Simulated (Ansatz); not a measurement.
**Geometry relaxation, with input and output: CdTe (part 2 of 2)**

The same run, continued: CdTe (F-43m, 2 atoms in the cell); DFT, PBE, PAW with Ansatz's default frozen-core files, scalar-relativistic, no spin polarisation (Ansatz 0.2.0); cutoff 420 eV, 9×9×9 k-mesh, Fermi–Dirac smearing of 0.02 eV. The structure was built on a prototype by a generator; it need not be a known phase. It belongs to a series of runs on one base structure; here: bulk cell relaxed.

Geometry of the input (Å; fractional positions):
```
0.0000  3.1072  3.1072
3.1072  0.0000  3.1072
3.1072  3.1072  0.0000
Cd 0.0000  0.0000  0.0000
Te 0.2500  0.2500  0.2500
```

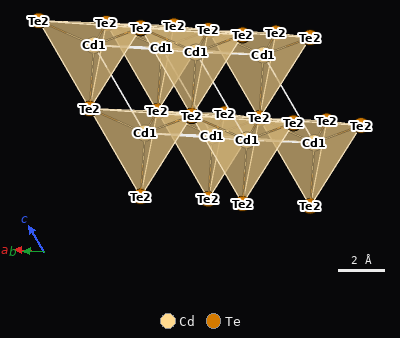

**Figure 1.** The geometry at step 2 of the log (polyhedral view of the cell of the calculation, seen at an oblique angle; polyhedra are completed across the faces of the cell; atoms are numbered from 1 in the order of the input).

**The program's output, continued**
```
SCF iter   1: F=—  HF=-15235.335783 eV  |F-HF|=—  |Δ(HF+E_count)|=         —  Δρ=5.94e-4  dr2=2.65e-4  ethr=6.19e-7  ⟨swp⟩=2.3  Hψ=5098  notcnv=0
preconditioner: auto → none  [insulator: Δε(μ)=0.630 eV  Ē_g=11.202 eV  σ=0.020 eV  W_gap=1.00  n_scr=14 (ndim 8)  ℏωp=18.6 eV  f_vac=0.207  D(μ)=0.00/eV (n_scr^D=0)  ε∞_Penn≈3.8]
SCF iter   2: F=—  HF=-15235.335797 eV  |F-HF|=—  |Δ(HF+E_count)|=   1.38e-5  Δρ=2.49e-4  dr2=5.12e-5  ethr=6.19e-7  ⟨swp⟩=1.9  Hψ=848  notcnv=0
SCF iter   3: F=—  HF=-15235.335795 eV  |F-HF|=—  |Δ(HF+E_count)|=   1.86e-6  Δρ=5.88e-5  dr2=3.78e-6  ethr=1.42e-7  ⟨swp⟩=2.0  Hψ=1085  notcnv=0
SCF iter   4: F=—  HF=-15235.335794 eV  |F-HF|=—  |Δ(HF+E_count)|=   4.30e-7  Δρ=1.80e-5  dr2=2.24e-7  ethr=1.05e-8  ⟨swp⟩=2.0  Hψ=1260  notcnv=0
SCF iter   5: F=-15235.335795 eV  HF=-15235.335795 eV  |F-HF|=3.33e-8  |Δ(HF+E_count)|=   1.50e-7  Δρ=1.02e-5  dr2=6.39e-8  ethr=5.56e-10  ⟨swp⟩=9.0  Hψ=4821  notcnv=0
SCF 3 converged in 5 iterations: F = -15235.335795 eV  dr2 = 6.39e-8
relax step   3: F+E_penalty+E_count = -15235.33579460 eV  Δ(F+E_penalty+E_count) = -1.589e-2 eV  max|allowed force component| = 2.891e-17 eV/Å  Δτ_max = 0.0000 Å  P = +0.474 GPa  Ω = 71.533 Å³  energy of the carried Pulay correction = -2.624e-3 eV  (5 SCF iters, dr2 threshold 2.00e-7 eV, accepted)
Crystal: 2 atoms, lattice volume = 72.390 Å³
iter 1 solved again at ethr=8.45e-8 eV; its pass at ethr=3.10e-3 eV (dr2=3.04e-5 eV) is discarded
SCF iter   1: F=—  HF=-15235.336978 eV  |F-HF|=—  |Δ(HF+E_count)|=         —  Δρ=2.01e-4  dr2=3.33e-5  ethr=8.45e-8  ⟨swp⟩=3.3  Hψ=4937  notcnv=0
preconditioner: auto → none  [insulator: Δε(μ)=0.591 eV  Ē_g=11.155 eV  σ=0.020 eV  W_gap=1.00  n_scr=14 (ndim 8)  ℏωp=18.5 eV  f_vac=0.207  D(μ)=0.00/eV (n_scr^D=0)  ε∞_Penn≈3.8]
SCF iter   2: F=—  HF=-15235.336973 eV  |F-HF|=—  |Δ(HF+E_count)|=   4.35e-6  Δρ=9.27e-5  dr2=6.77e-6  ethr=8.45e-8  ⟨swp⟩=1.9  Hψ=823  notcnv=0
SCF iter   3: F=—  HF=-15235.336975 eV  |F-HF|=—  |Δ(HF+E_count)|=   2.29e-6  Δρ=3.28e-5  dr2=1.24e-6  ethr=1.88e-8  ⟨swp⟩=2.0  Hψ=1085  notcnv=0
SCF iter   4: F=-15235.336975 eV  HF=-15235.336975 eV  |F-HF|=4.60e-10  |Δ(HF+E_count)|=   3.11e-7  Δρ=9.09e-6  dr2=5.47e-8  ethr=5.56e-10  ⟨swp⟩=7.0  Hψ=5230  notcnv=0
SCF 4 converged in 4 iterations: F = -15235.336975 eV  dr2 = 5.47e-8
relax step   4: F+E_penalty+E_count = -15235.33697516 eV  Δ(F+E_penalty+E_count) = -1.181e-3 eV  max|allowed force component| = 5.753e-17 eV/Å  Δτ_max = 0.0000 Å  P = +0.034 GPa  Ω = 72.390 Å³  energy of the carried Pulay correction = -2.791e-3 eV  (4 SCF iters, dr2 threshold 2.00e-7 eV, accepted)
Basis set: ecut = 420 eV, 1411 PW (Γ), exchange–correlation on 64×64×64 points (8 copies of the dense FFT grid, shifted against one another)
Initial wavefunctions: pseudopotential atomic-orbital guess (no wavefunctions were taken with the density)
iter 1 solved again at ethr=1.17e-7 eV; its pass at ethr=3.10e-3 eV (dr2=4.21e-5 eV) is discarded
SCF iter   1: F=—  HF=-15235.337067 eV  |F-HF|=—  |Δ(HF+E_count)|=         —  Δρ=3.89e-4  dr2=7.15e-6  ethr=1.17e-7  ⟨swp⟩=3.9  Hψ=5749  notcnv=0
preconditioner: auto → none  [insulator: Δε(μ)=0.590 eV  Ē_g=11.156 eV  σ=0.020 eV  W_gap=1.00  n_scr=14 (ndim 8)  ℏωp=18.5 eV  f_vac=0.205  D(μ)=0.00/eV (n_scr^D=0)  ε∞_Penn≈3.8]
SCF iter   2: F=—  HF=-15235.338665 eV  |F-HF|=—  |Δ(HF+E_count)|=   1.60e-3  Δρ=1.91e-4  dr2=1.61e-6  ethr=1.99e-8  ⟨swp⟩=3.0  Hψ=1449  notcnv=0
SCF iter   3: F=—  HF=-15235.339199 eV  |F-HF|=—  |Δ(HF+E_count)|=   5.33e-4  Δρ=3.23e-5  dr2=2.30e-7  ethr=4.47e-9  ⟨swp⟩=2.0  Hψ=1085  notcnv=0
SCF iter   4: F=—  HF=-15235.339209 eV  |F-HF|=—  |Δ(HF+E_count)|=   1.00e-5  Δρ=9.97e-6  dr2=2.42e-8  ethr=6.38e-10  ⟨swp⟩=2.0  Hψ=1367  notcnv=0
SCF iter   5: F=—  HF=-15235.339210 eV  |F-HF|=—  |Δ(HF+E_count)|=   9.73e-7  Δρ=2.15e-6  dr2=7.74e-10  ethr=6.71e-11  ⟨swp⟩=2.0  Hψ=1082  notcnv=0
SCF iter   6: F=—  HF=-15235.339210 eV  |F-HF|=—  |Δ(HF+E_count)|=   4.49e-8  Δρ=3.48e-7  dr2=5.10e-11  ethr=2.15e-12  ⟨swp⟩=2.7  Hψ=1372  notcnv=0
SCF iter   7: F=-15235.339210 eV  HF=-15235.339210 eV  |F-HF|=1.82e-11  |Δ(HF+E_count)|=   1.01e-9  Δρ=4.81e-8  dr2=1.15e-12  ethr=1.00e-12  ⟨swp⟩=6.7  Hψ=3453  notcnv=0
SCF 5 converged in 7 iterations: F = -15235.339210 eV  dr2 = 1.15e-12
relax step   5: F+E_penalty+E_count = -15235.33920982 eV  Δ(F+E_penalty+E_count) = -2.235e-3 eV  max|allowed force component| = 4.192e-17 eV/Å  Δτ_max = 0.0000 Å  P = +0.040 GPa  Ω = 72.390 Å³  stress off target by 4.01e-2 GPa  SCF on the basis re-selected at this cell (its energy is not comparable with the rows above)  (7 SCF iters)
basis re-selected at this cell: Δ(F+E_penalty+E_count) = -2.235e-3 eV, ΔP = +0.006 GPa vs the last step (what re-selecting the basis moved, of the pressure what is left beyond the Pulay correction that the steps carried, after the strain that the cell walked since its last selection, with what the two solves' SCF thresholds leave and, on support functions, any second-order correction that the steps lacked; it is no measure of the basis error at this ecutwfc). The dense FFT grid was sized anew with the basis: this SCF ran on 32×32×32 points, the steps before it on 30×30×30, so part of this shift can come from that change (see relax.cell in the input reference). This SCF's stress stands 4.01e-2 GPa from its target on what of the cell is left free (relax.cell.stress_tol is 5.00e-2 GPa) and its largest allowed force component is 4.19e-17 eV/Å (relax.f_tol is 5.00e-3 eV/Å): within both
SCF converged after 7 iterations
Free energy (F): -15235.339210 eV
Harris-Foulkes:  -15235.339210 eV  (|F-HF|=1.82e-11)
Internal energy: -15235.339210 eV  (E = F + TS)
E sigma→0 (E₀):  -15235.339210 eV
Fermi energy:    6.922095 eV
--- Per-component energies (eV) ---
  E_band       = -814.706207
  E_kinetic    = 684.572045
  E_local      = -5553.185298  (includes V_loc(G=0)·N_el)
  E_nonlocal   = -276.748226
  E_hartree    = 2788.272164
  E_xc         = -300.472935
  E_vxc        = -325.005298  (∫ρ·V_xc dr)
  E_paw        = -8746.033404  (= ΣΔE_a)
  E_vpaw       = -920.883583  (= ΣTr[D̂ρ^β])
  E_aug_tail   = -0.000156  (compensation charges beyond the density's cutoff)
  E_ewald      = -3831.743400
  E_smearing   = -0.000000  (= −TS)
  E_closure    = -0.000000  (closes the sum)
  Σ components = -15235.339210   (vs F -15235.339210, Δ=0.00e0)
--- Forces (eV/Å), atoms counted from 1 ---
  atom   1  Cd     0.00000000    -0.00000000    -0.00000000
  atom   2  Te    -0.00000000     0.00000000     0.00000000
  max |Σ_I F_I| component: 6.42e-17 eV/Å
--- Stress (GPa, compression-positive) ---
        0.040112      -0.000000      -0.000000
        0.000000       0.040112       0.000000
       -0.000000       0.000000       0.040112
  P = ⅓ Tr σ = 0.0401 GPa (0.401 kbar)
--- Band table (eV; the first three rows and the last of 35) ---
  k-point 0: bands = ["-95.3632", "-56.4253", "-56.4253", "-56.4253", "-29.2767", "-29.2767", "-29.2767", "-29.2707", "-29.2707", "-4.2233", "-1.4680", "-1.4680", "-1.4680", "-1.2500", "-1.2500", "6.6162", "6.6162", "6.6162", "7.2050", "11.2696", "11.2696", "11.2696"]
  k-point 1: bands = ["-95.3632", "-56.4253", "-56.4253", "-56.4253", "-29.2767", "-29.2767", "-29.2767", "-29.2707", "-29.2707", "-4.1831", "-1.4606", "-1.4606", "-1.4346", "-1.2506", "-1.2506", "5.5946", "6.5196", "6.5196", "8.0062", "11.2072", "11.4268", "11.4268"]
  k-point 2: bands = ["-95.3632", "-56.4253", "-56.4253", "-56.4253", "-29.2767", "-29.2766", "-29.2766", "-29.2707", "-29.2707", "-4.0810", "-1.4430", "-1.4430", "-1.3272", "-1.2506", "-1.2506", "4.3453", "6.2987", "6.2987", "8.4760", "11.6376", "11.7264", "11.7264"]
  k-point 34: bands = ["-95.3631", "-56.4253", "-56.4253", "-56.4253", "-29.2767", "-29.2766", "-29.2763", "-29.2707", "-29.2705", "-3.7861", "-1.3692", "-1.3609", "-1.2755", "-1.2463", "-0.7834", "2.7424", "4.4685", "4.8618", "10.5159", "11.1832", "12.0887", "13.4087"]
--- Relaxed structure (4 steps of the walk, 4 accepted, 1 SCFs on fresh bases) ---
  F+E_penalty+E_count = -15235.33920982 eV   max|allowed force component| = 4.192e-17 eV/Å   (the final SCF, on the basis selected at the relaxed cell)
  cell:  # Å, volume = 72.3903 Å³
    - [2.5222091562833167e-33, 3.3078829572805213, 3.3078829572805213]
    - [3.3078829572805213, 4.9934645922376774e-33, 3.3078829572805213]
    - [3.3078829572805213, 3.3078829572805213, 6.7004142232577e-33]
  atoms:
    - { symbol: Cd, position: [-3.8480593416539437e-34, 9.168195075752683e-34, 8.186810814122821e-34] }
    - { symbol: Te, position: [0.25, 0.25, 0.25] }
```

**File v_z.tsv**
```
# z_ang	v_es[eV]	v_tot[eV]
# format = ansatz-planar-average/11
# xc	pbe
# density_cutoff_ev	1680
# datasets	Cd=:simpson_from_first_knot:soft	Te=:simpson_from_first_knot:soft
# lattice	0.000000000	3.307882957	3.307882957
# lattice	3.307882957	0.000000000	3.307882957
# lattice	3.307882957	3.307882957	0.000000000
# sites	2
# site	48	0.000000000	0.000000000	0.000000000
# site	52	1.653941479	1.653941479	1.653941479
0.000000	2.837373e0	-7.707482e0
0.146189	2.109276e0	-8.710556e0
0.292378	1.762787e0	-9.214733e0
0.438567	1.956147e0	-9.095771e0
0.584757	2.698871e0	-8.348185e0
0.730946	3.878977e0	-7.072555e0
0.877135	5.278003e0	-5.481019e0
1.023324	6.591146e0	-3.894998e0
1.169513	7.503387e0	-2.665498e0
1.315702	7.823936e0	-2.002289e0
1.461892	7.623911e0	-1.827320e0
1.608081	7.200826e0	-1.821972e0
1.754270	6.859512e0	-1.673293e0
1.900459	6.818905e0	-1.185371e0
2.046648	7.184369e0	-2.976638e-1
2.192837	7.917958e0	9.155726e-1
2.339026	8.823117e0	2.261202e0
2.485216	9.610466e0	3.449449e0
2.631405	1.010515e1	4.287552e0
2.777594	1.036023e1	4.821400e0
2.923783	1.044920e1	5.076565e0
3.069972	1.038841e1	5.056000e0
3.216161	1.018724e1	4.840441e0
3.362351	9.821022e0	4.358209e0
3.508540	9.237935e0	3.439032e0
3.654729	8.469040e0	2.141946e0
3.800918	7.621675e0	6.575556e-1
3.947107	6.780295e0	-8.762215e-1
4.093296	5.978858e0	-2.370541e0
4.239485	5.210583e0	-3.803462e0
4.385675	4.462893e0	-5.159444e0
4.531864	3.681763e0	-6.457522e0
```

**Trajectory as extended XYZ (Å, eV, eV/Å), 5 frames, from step=1 to step=5**
```
2
Lattice="0.0000 3.1072 3.1072 3.1072 0.0000 3.1072 3.1072 3.1072 0.0000" Properties=species:S:1:pos:R:3:forces:R:3 step=1 energy=-15235.00108 pressure_GPa=10.41
Cd    0.0000    0.0000    0.0000    0.0000   0.0000   0.0000
Te    1.5536    1.5536    1.5536    0.0000   0.0000   0.0000
2
Lattice="0.0000 3.2587 3.2587 3.2587 0.0000 3.2587 3.2587 3.2587 0.0000" Properties=species:S:1:pos:R:3:forces:R:3 step=2 energy=-15235.31991 pressure_GPa=1.82
Cd    0.0000    0.0000    0.0000    0.0000   0.0000   0.0000
Te    1.6294    1.6294    1.6294    0.0000   0.0000   0.0000
2
Lattice="0.0000 3.2948 3.2948 3.2948 0.0000 3.2948 3.2948 3.2948 0.0000" Properties=species:S:1:pos:R:3:forces:R:3 step=3 energy=-15235.33580 pressure_GPa=0.47
Cd    0.0000    0.0000    0.0000    0.0000   0.0000   0.0000
Te    1.6474    1.6474    1.6474    0.0000   0.0000   0.0000
2
Lattice="0.0000 3.3079 3.3079 3.3079 0.0000 3.3079 3.3079 3.3079 0.0000" Properties=species:S:1:pos:R:3:forces:R:3 step=4 energy=-15235.33698 pressure_GPa=0.03
Cd    0.0000    0.0000    0.0000    0.0000   0.0000   0.0000
Te    1.6539    1.6539    1.6539    0.0000   0.0000   0.0000
2
Lattice="0.0000 3.3079 3.3079 3.3079 0.0000 3.3079 3.3079 3.3079 0.0000" Properties=species:S:1:pos:R:3:forces:R:3 step=5 energy=-15235.33921 pressure_GPa=0.04
Cd    0.0000    0.0000    0.0000    0.0000   0.0000   0.0000
Te    1.6539    1.6539    1.6539    0.0000   0.0000   0.0000
```

**Summary**

| quantity | value |
| --- | --- |
| outcome | converged |
| space group (tolerance 0.01 Å) | F-43m (216) |
| electrons treated | 36 |
| free energy | −15235.3392 eV |
| Fermi energy | 6.922 eV |
| pressure | 0.04 GPa |
| final volume | 72.39 Å³ |
| largest force (length of the vector) at the end | under 0.001 eV/Å |
| final cell | a = 4.678 Å, b = 4.678 Å, c = 4.678 Å, α = 60.00°, β = 60.00°, γ = 60.00° |
| hardware | 1 thread of AMD EPYC (Zen 3), 64 GiB of memory available, shared host |
| wall time | 19 s |
| peak memory | 0.44 GiB |
